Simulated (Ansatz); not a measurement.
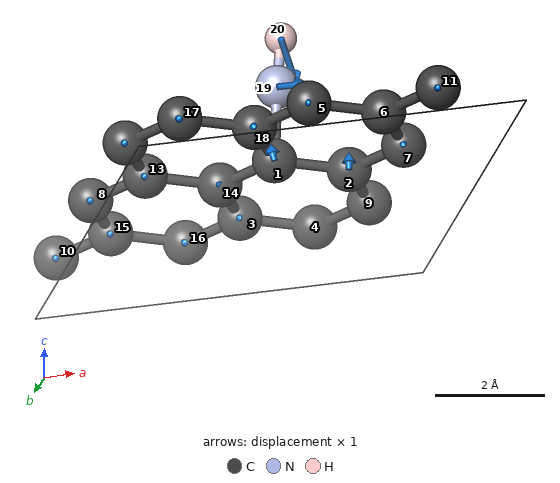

This is a relaxation of a slab of composition HC$_{18}$N. The starting structure is drawn; blue arrows show the displacements, at their true length.

The picture is a ball-and-stick view of the cell of the calculation, outlined in the plane, without the vacuum (origin shifted), seen from a free direction.

It is NH on graphene monolayer, set down by a guess. The run prepares an end point of a later path (molecule hop) calculation, from a guessed geometry.

The calculation used DFT PBE, scalar-relativistic, plane waves, PAW (Ansatz 0.2.0). (plane-wave cutoff 420 eV; k-point mesh 2 × 2 × 1; occupations gaussian; smearing width 0.05 eV; no spin polarisation; atoms relaxed in a fixed cell; force threshold 0.03 eV/Å; at most 60 steps)

Q: What did the optimiser do to the structure, and how much energy did it gain?

A: After 14 geometry steps the energy has fallen by 3.393 eV per cell of the calculation. The largest force component goes from 2.9 to 0.011 eV/Å. The H atom moves most relative to the layer's centre: 1.13 Å at 64° to the normal (−c side). By element the largest moves are H 1.13 Å, N 0.63 Å, C 0.36 Å. The cell doesn't change. Some distances before and after: C–N 2.041 → 1.493 Å, C–N 2.032 → 2.464 Å, C–C 1.424 → 1.517 Å, C–C 1.424 → 1.465 Å. New bonds form: C–N (2.04 → 1.49 Å). Among the angles between lasting bonds that change: C–N–H 173.5° → 107.6°, C–C–N 88.8° → 59.5°, C–C–N 88.4° → 112.6°.

Limits of the set-up: the periodic images lie only 7.4 Å apart, so the values are limited by the cell's size.
